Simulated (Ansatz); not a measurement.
# Geometry relaxation of W (part 1 of 3)

- system: W (slab, 16 atoms in the cell)
- method: DFT PBE+D3(BJ), scalar-relativistic, plane waves, PAW, no spin polarisation (Ansatz 0.2.0)

The structure derives from an entry of the Crystallography Open Database. The input holds or restrains some coordinates. Forces given for the steps count only the free coordinates. It belongs to a series of runs on one base structure; here: clean slab, lower planes held. Figures and captions count atoms from 1; the log counts them from 0 in places.

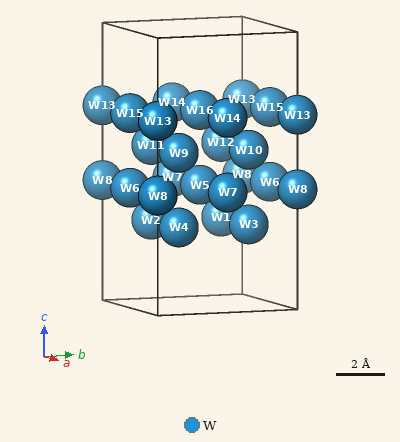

The input geometry (spheres-only view of the cell of the calculation, with the vacuum cut short, seen slightly off an axis; atoms are numbered from 1 in the order of the input). An atom can appear more than once, as a periodic image.

Key numbers:

```json
{"quantity": "outcome", "value": "converged under the restraints of the input"}
{"quantity": "electrons treated", "value": "224"}
{"quantity": "free energy", "value": "−166143.2098 eV"}
{"quantity": "work function, top face", "value": "4.02 eV"}
{"quantity": "work function, bottom face", "value": "4.16 eV"}
{"quantity": "Fermi energy", "value": "4.120 eV"}
{"quantity": "gap on the k-point mesh", "value": "none (metallic)"}
{"quantity": "final volume", "value": "828.04 Å³"}
{"quantity": "work function (upper face)", "value": "4.02 eV"}
{"quantity": "largest force (length of the vector) at the end, held atoms and coordinates included", "value": "1.845 eV/Å"}
{"quantity": "hardware", "value": "8 threads of Intel Xeon @ 2.50GHz (Skylake/Cascade Lake), 189 GiB of memory available, shared host"}
{"quantity": "wall time", "value": "61 s (CPU time 6.6 min)"}
{"quantity": "peak memory", "value": "1.7 GiB"}
```

The program warns: the exchange-correlation potential is rough where the density is thin. Spin–orbit coupling is left out, which matters for W.

Input:
```yaml
crystal:
  lattice:
    - [6.3187499359, 0.0, 0.0]
    - [0.0, 6.3187499359, 0.0]
    - [0.0, 0.0, 20.739062452]
  atoms:
    - { symbol: W, position: [0.25, 0.75, 0.3857454993] }
    - { symbol: W, position: [0.25, 0.25, 0.3857454993] }
    - { symbol: W, position: [0.75, 0.75, 0.3857454993] }
    - { symbol: W, position: [0.75, 0.25, 0.3857454993] }
    - { symbol: W, position: [0.5, 0.5, 0.4619151664] }
    - { symbol: W, position: [0.5, 0.0, 0.4619151664] }
    - { symbol: W, position: [0.0, 0.5, 0.4619151664] }
    - { symbol: W, position: [0.0, 0.0, 0.4619151664] }
    - { symbol: W, position: [0.75, 0.25, 0.5380848336] }
    - { symbol: W, position: [0.75, 0.75, 0.5380848336] }
    - { symbol: W, position: [0.25, 0.25, 0.5380848336] }
    - { symbol: W, position: [0.25, 0.75, 0.5380848336] }
    - { symbol: W, position: [0.0, 0.0, 0.6142545007] }
    - { symbol: W, position: [0.0, 0.5, 0.6142545007] }
    - { symbol: W, position: [0.5, 0.0, 0.6142545007] }
    - { symbol: W, position: [0.5, 0.5, 0.6142545007] }
basis:
  ecutwfc: 420
kpoints:
  mp_grid: { grid: [3, 3, 1] }
hamiltonian:
  xc: pbe
  dispersion: d3bj
scf:
  occupations: { method: gaussian, width: 0.1 }
output:
  forces: true
  eigenvalues: true
  write_density: true
  write_potential: true
  elf: true
  volumetric_format: npy
relax:
  adjacent_minimum: "off"
  f_tol: 0.03
  max_steps: 70
  constraints: [{ sites: [0, 1, 2, 3, 4, 5, 6, 7] }]
efield:
  axis: 3
  dipole_correction: true
  ramp_width: 0.04
```

Launch command:
```bash
ansatz run input.yaml --threads 8 --pin off --max-ram 20480MiB --backend cpu --events-out ev --progress --plain --runs-dir out
```

What the program printed:
```
Engine: ansatz 0.2.0, x86_64-unknown-linux-gnu
Pseudopotentials: kind: paw
Pseudopotential: W, paw, valence charge 14, recommended cutoff 420 eV (normal), W.paw.azcp
Functional definition: PBE
  parameter kappa = 0.804
  parameter beta = 0.06672455060314922
  exchange = pbe_x(kappa = kappa, mu = beta*pi^2/3)
  correlation = pbe_c(beta = beta)
Crystal: 16 atoms, lattice volume = 828.040 Å³
Basis set: ecut = 420 eV, 16217 PW (Γ), exchange–correlation on 90×90×288 points (8 copies of the dense FFT grid, shifted against one another)
Bands: 135, of which v1, the nominal top of the filled ones, is band 112 counted from 1 (111 counted from 0)
Symmetry: 32 space group operations
k-points: 3 of 9
Non-local potential: W, projectors of the file, l = 0: 3, l = 1: 2, l = 2: 2, l = 3: 1
PAW form: soft (Blöchl's): semilocal exchange-correlation on the pseudo side does not see the compensation charge
PAW one-centre angular grid: W, 590 points (default); XC on 64 Gauss nodes
Initial density: superposition of atomic densities (neutral atoms: chi_scale 0, normalization atom), corrected by the library's trained network
Initial wavefunctions: pseudopotential atomic-orbital guess
Functional: x = pbe(κ = 0.804, μ = 0.2195149727645171), c = pbe(β = 0.06672455060314922)
SCF iter   1: F=—  HF=-166142.737403 eV  |F-HF|=—  |Δ(HF+E_count)|=         —  Δρ=5.86e-3  dr2=9.97e-1  ethr=1.77e-3  p=0.000 e·Å  D=3.73e-14 V/Å  ΔV_dip=-0.00 eV  dr2_dipole=2.20e-10  V_vac-E_F(+/−)=4.43/4.43 eV  ⟨swp⟩=10.3  Hψ=2063  notcnv=0
efield: sawtooth ramp at fractional position 0.9800 (placed from the atoms, in the widest stretch of the axis that holds none; the zero of the levels goes with the place), width 0.0400; the density the first Hamiltonian is built on has a dipole p = 0.000 e·Å; the dipole correction subtracts the counter field D = 3.73e-14 V/Å, which shifts the + side's vacuum level by -0.00 eV against the − side's; the planar-averaged density in the ramp window peaks in size at 3.5e-5 e/Å³
preconditioner: auto → LDOS  [metal: Δε(μ)=0.109 eV  Ē_g=4.011 eV  σ=0.100 eV  W_gap=0.50  n_scr=138 (ndim 8)  ℏωp=12.6 eV  f_vac=0.580  D(μ)=6.99/eV (n_scr^D=28)  β→1.0]
SCF iter   2: F=—  HF=-166142.666660 eV  |F-HF|=—  |Δ(HF+E_count)|=   7.07e-2  Δρ=3.30e-3  dr2=6.23e-1  ethr=4.45e-4  p=0.000 e·Å  D=7.57e-6 V/Å  ΔV_dip=-0.00 eV  dr2_dipole=9.69e-8  V_vac-E_F(+/−)=4.17/4.17 eV  ⟨swp⟩=3.3  Hψ=679  notcnv=0  defer=35
SCF iter   3: F=—  HF=-166142.612612 eV  |F-HF|=—  |Δ(HF+E_count)|=   5.40e-2  Δρ=7.87e-4  dr2=4.55e-2  ethr=2.78e-4  p=0.000 e·Å  D=1.25e-5 V/Å  ΔV_dip=-0.00 eV  dr2_dipole=1.92e-12  V_vac-E_F(+/−)=4.24/4.24 eV  ⟨swp⟩=2.0  Hψ=541  notcnv=0  defer=35
SCF iter   4: F=—  HF=-166142.611541 eV  |F-HF|=—  |Δ(HF+E_count)|=   1.07e-3  Δρ=5.21e-4  dr2=6.86e-3  ethr=2.03e-5  p=0.000 e·Å  D=1.79e-6 V/Å  ΔV_dip=-0.00 eV  dr2_dipole=3.59e-7  V_vac-E_F(+/−)=4.19/4.19 eV  ⟨swp⟩=2.3  Hψ=516  notcnv=0  defer=35
SCF iter   5: F=—  HF=-166142.611313 eV  |F-HF|=—  |Δ(HF+E_count)|=   2.28e-4  Δρ=2.35e-4  dr2=1.61e-3  ethr=3.06e-6  p=0.000 e·Å  D=4.16e-6 V/Å  ΔV_dip=-0.00 eV  dr2_dipole=7.24e-9  V_vac-E_F(+/−)=4.16/4.16 eV  ⟨swp⟩=2.3  Hψ=539  notcnv=0  defer=31
SCF iter   6: F=—  HF=-166142.611271 eV  |F-HF|=—  |Δ(HF+E_count)|=   4.20e-5  Δρ=7.74e-5  dr2=1.57e-4  ethr=7.18e-7  p=0.000 e·Å  D=3.39e-6 V/Å  ΔV_dip=-0.00 eV  dr2_dipole=1.00e-9  V_vac-E_F(+/−)=4.15/4.15 eV  ⟨swp⟩=2.0  Hψ=489  notcnv=0  defer=31
SCF iter   7: F=—  HF=-166142.611292 eV  |F-HF|=—  |Δ(HF+E_count)|=   2.06e-5  Δρ=3.31e-5  dr2=3.37e-5  ethr=7.03e-8  p=0.000 e·Å  D=1.29e-6 V/Å  ΔV_dip=-0.00 eV  dr2_dipole=3.73e-9  V_vac-E_F(+/−)=4.14/4.14 eV  ⟨swp⟩=2.0  Hψ=471  notcnv=0  defer=31
SCF iter   8: F=-166142.611293 eV  HF=-166142.611294 eV  |F-HF|=4.00e-7  |Δ(HF+E_count)|=   1.87e-6  Δρ=6.85e-6  dr2=9.56e-7  ethr=1.00e-8  p=0.000 e·Å  D=1.41e-6 V/Å  ΔV_dip=-0.00 eV  dr2_dipole=3.40e-9  V_vac-E_F(+/−)=4.14/4.14 eV  ⟨swp⟩=30.0  Hψ=4639  notcnv=0
SCF 1 converged in 8 iterations: F = -166142.611293 eV  dr2 = 9.56e-7
  greatest PAW one-centre occupation: 1.000 electrons in one spin orbital (limit 2), on the W atom at site 7 (counted from 0), in its partial waves of l = 0
relax step   1: F+E_penalty+E_count = -166142.61129325 eV  Δ(F+E_penalty+E_count) = +0.000e0 eV  max|allowed force component| = 2.055e0 eV/Å  Δτ_max = 0.0000 Å  (8 SCF iters, dr2 threshold 2.25e-5 eV, accepted)
Initial density: handed on by an earlier stage of this run
Initial wavefunctions: those handed on with the density
SCF iter   1: F=—  HF=-166142.593320 eV  |F-HF|=—  |Δ(HF+E_count)|=         —  Δρ=1.45e-2  dr2=9.98e0  ethr=3.10e-3  p=0.000 e·Å  D=4.05e-6 V/Å  ΔV_dip=-0.00 eV  dr2_dipole=2.26e0  V_vac-E_F(+/−)=4.26/4.26 eV  ⟨swp⟩=7.3  Hψ=1051  notcnv=0  defer=16
efield: sawtooth ramp at fractional position 0.9800 (handed on by an earlier solve), width 0.0400; the density the first Hamiltonian is built on has a dipole p = 0.000 e·Å; the dipole correction subtracts the counter field D = 4.05e-6 V/Å, which shifts the + side's vacuum level by -0.00 eV against the − side's; the planar-averaged density in the ramp window peaks in size at 4.2e-6 e/Å³
preconditioner: auto → LDOS  [metal: Δε(μ)=0.014 eV  Ē_g=4.202 eV  σ=0.100 eV  W_gap=0.08  n_scr=138 (ndim 8)  ℏωp=12.6 eV  f_vac=0.591  D(μ)=29.92/eV (n_scr^D=252)  β→1.0]
SCF iter   2: F=—  HF=-166142.348558 eV  |F-HF|=—  |Δ(HF+E_count)|=   2.45e-1  Δρ=6.31e-3  dr2=1.27e0  ethr=3.10e-3  p=0.058 e·Å  D=1.26e-2 V/Å  ΔV_dip=-0.26 eV  dr2_dipole=3.47e-2  V_vac-E_F(+/−)=3.90/4.16 eV  ⟨swp⟩=2.0  Hψ=607  notcnv=0  defer=41
SCF iter   3: F=—  HF=-166142.237684 eV  |F-HF|=—  |Δ(HF+E_count)|=   1.11e-1  Δρ=2.06e-3  dr2=1.07e-1  ethr=5.69e-4  p=0.029 e·Å  D=6.44e-3 V/Å  ΔV_dip=-0.13 eV  dr2_dipole=7.83e-3  V_vac-E_F(+/−)=4.06/4.20 eV  ⟨swp⟩=2.7  Hψ=535  notcnv=0  defer=43
SCF iter   4: F=—  HF=-166142.223584 eV  |F-HF|=—  |Δ(HF+E_count)|=   1.41e-2  Δρ=4.90e-4  dr2=3.17e-3  ethr=4.77e-5  p=0.036 e·Å  D=7.84e-3 V/Å  ΔV_dip=-0.16 eV  dr2_dipole=2.08e-7  V_vac-E_F(+/−)=4.04/4.20 eV  ⟨swp⟩=3.0  Hψ=632  notcnv=0  defer=44
SCF iter   5: F=—  HF=-166142.224061 eV  |F-HF|=—  |Δ(HF+E_count)|=   4.76e-4  Δρ=1.54e-4  dr2=3.66e-4  ethr=1.42e-6  p=0.036 e·Å  D=7.88e-3 V/Å  ΔV_dip=-0.16 eV  dr2_dipole=2.06e-5  V_vac-E_F(+/−)=4.04/4.20 eV  ⟨swp⟩=3.0  Hψ=739  notcnv=0  defer=44
SCF iter   6: F=-166142.224134 eV  HF=-166142.224141 eV  |F-HF|=7.58e-6  |Δ(HF+E_count)|=   8.06e-5  Δρ=4.67e-5  dr2=3.66e-5  ethr=4.46e-8  p=0.036 e·Å  D=7.80e-3 V/Å  ΔV_dip=-0.16 eV  dr2_dipole=3.24e-6  V_vac-E_F(+/−)=4.04/4.20 eV  ⟨swp⟩=50.7  Hψ=5133  notcnv=0
SCF 2 converged in 6 iterations: F = -166142.224134 eV  dr2 = 3.66e-5
  greatest PAW one-centre occupation: 1.000 electrons in one spin orbital (limit 2), on the W atom at site 3 (counted from 0), in its partial waves of l = 0
relax step   2: F+E_penalty+E_count = -166142.22413357 eV  Δ(F+E_penalty+E_count) = +3.872e-1 eV  max|allowed force component| = 2.643e0 eV/Å  Δτ_max = 0.1947 Å  (6 SCF iters, dr2 threshold 1.00e-4 eV, rejected (line search))
iter 1 solved again at ethr=2.98e-4 eV; its pass at ethr=3.10e-3 eV (dr2=6.67e-1 eV) is discarded
SCF iter   1: F=—  HF=-166143.267923 eV  |F-HF|=—  |Δ(HF+E_count)|=         —  Δρ=7.14e-3  dr2=6.69e-1  ethr=2.98e-4  p=0.036 e·Å  D=7.79e-3 V/Å  ΔV_dip=-0.16 eV  dr2_dipole=6.94e-2  V_vac-E_F(+/−)=4.00/4.16 eV  ⟨swp⟩=2.0  Hψ=1482  notcnv=0  defer=28
efield: sawtooth ramp at fractional position 0.9800 (handed on by an earlier solve), width 0.0400; the density the first Hamiltonian is built on has a dipole p = 0.036 e·Å; the dipole correction subtracts the counter field D = 7.79e-3 V/Å, which shifts the + side's vacuum level by -0.16 eV against the − side's; the planar-averaged density in the ramp window peaks in size at 1.1e-6 e/Å³
preconditioner: auto → LDOS  [insulator: Δε(μ)=0.101 eV  Ē_g=4.052 eV  σ=0.100 eV  W_gap=0.53  n_scr=138 (ndim 8)  ℏωp=12.6 eV  f_vac=0.584  D(μ)=12.87/eV (n_scr^D=74)  ε∞_Penn≈10.7  β→1.0]
SCF iter   2: F=—  HF=-166143.247557 eV  |F-HF|=—  |Δ(HF+E_count)|=   2.04e-2  Δρ=2.99e-3  dr2=2.07e-1  ethr=2.98e-4  p=0.017 e·Å  D=3.74e-3 V/Å  ΔV_dip=-0.08 eV  dr2_dipole=4.61e-3  V_vac-E_F(+/−)=4.10/4.18 eV  ⟨swp⟩=2.3  Hψ=621  notcnv=0  defer=28
SCF iter   3: F=—  HF=-166143.210265 eV  |F-HF|=—  |Δ(HF+E_count)|=   3.73e-2  Δρ=1.11e-3  dr2=3.55e-2  ethr=9.25e-5  p=0.036 e·Å  D=7.86e-3 V/Å  ΔV_dip=-0.16 eV  dr2_dipole=5.60e-4  V_vac-E_F(+/−)=4.01/4.17 eV  ⟨swp⟩=2.7  Hψ=673  notcnv=0  defer=28
SCF iter   4: F=—  HF=-166143.205049 eV  |F-HF|=—  |Δ(HF+E_count)|=   5.22e-3  Δρ=2.59e-4  dr2=2.27e-3  ethr=1.59e-5  p=0.033 e·Å  D=7.18e-3 V/Å  ΔV_dip=-0.15 eV  dr2_dipole=1.15e-6  V_vac-E_F(+/−)=4.02/4.17 eV  ⟨swp⟩=2.7  Hψ=595  notcnv=0  defer=33
SCF iter   5: F=—  HF=-166143.204921 eV  |F-HF|=—  |Δ(HF+E_count)|=   1.28e-4  Δρ=8.82e-5  dr2=1.72e-4  ethr=1.01e-6  p=0.032 e·Å  D=6.98e-3 V/Å  ΔV_dip=-0.14 eV  dr2_dipole=1.10e-5  V_vac-E_F(+/−)=4.02/4.16 eV  ⟨swp⟩=2.7  Hψ=535  notcnv=0  defer=33
SCF iter   6: F=—  HF=-166143.204930 eV  |F-HF|=—  |Δ(HF+E_count)|=   9.76e-6  Δρ=3.94e-5  dr2=2.56e-5  ethr=7.68e-8  p=0.032 e·Å  D=6.98e-3 V/Å  ΔV_dip=-0.14 eV  dr2_dipole=1.57e-7  V_vac-E_F(+/−)=4.02/4.16 eV  ⟨swp⟩=2.7  Hψ=622  notcnv=0  defer=33
SCF iter   7: F=—  HF=-166143.205055 eV  |F-HF|=—  |Δ(HF+E_count)|=   1.24e-4  Δρ=1.47e-5  dr2=3.01e-6  ethr=1.14e-8  p=0.032 e·Å  D=6.96e-3 V/Å  ΔV_dip=-0.14 eV  dr2_dipole=3.74e-8  V_vac-E_F(+/−)=4.02/4.16 eV  ⟨swp⟩=2.7  Hψ=552  notcnv=0  defer=38
SCF iter   8: F=—  HF=-166143.205057 eV  |F-HF|=—  |Δ(HF+E_count)|=   2.14e-6  Δρ=4.08e-6  dr2=3.62e-7  ethr=1.35e-9  p=0.032 e·Å  D=6.95e-3 V/Å  ΔV_dip=-0.14 eV  dr2_dipole=7.49e-9  V_vac-E_F(+/−)=4.02/4.16 eV  ⟨swp⟩=2.3  Hψ=549  notcnv=0  defer=38
SCF iter   9: F=-166143.205057 eV  HF=-166143.205057 eV  |F-HF|=5.84e-8  |Δ(HF+E_count)|=   2.39e-7  Δρ=1.43e-6  dr2=7.98e-8  ethr=4.46e-11  p=0.032 e·Å  D=6.95e-3 V/Å  ΔV_dip=-0.14 eV  dr2_dipole=8.21e-10  V_vac-E_F(+/−)=4.02/4.16 eV  ⟨swp⟩=24.7  Hψ=3824  notcnv=0
the search or the solves at the SCF's close seem to have found levels that the self-consistency loop had missed (the run counts 1). By its estimate they hold under 1e-12 electrons; where the run keeps them, the occupations were computed again with them
SCF 3 converged in 9 iterations: F = -166143.205057 eV  dr2 = 7.98e-8
relax step   3: F+E_penalty+E_count = -166143.20505687 eV  Δ(F+E_penalty+E_count) = -5.938e-1 eV  max|allowed force component| = 1.625e-1 eV/Å  Δτ_max = 0.0948 Å  (9 SCF iters, accepted)
```
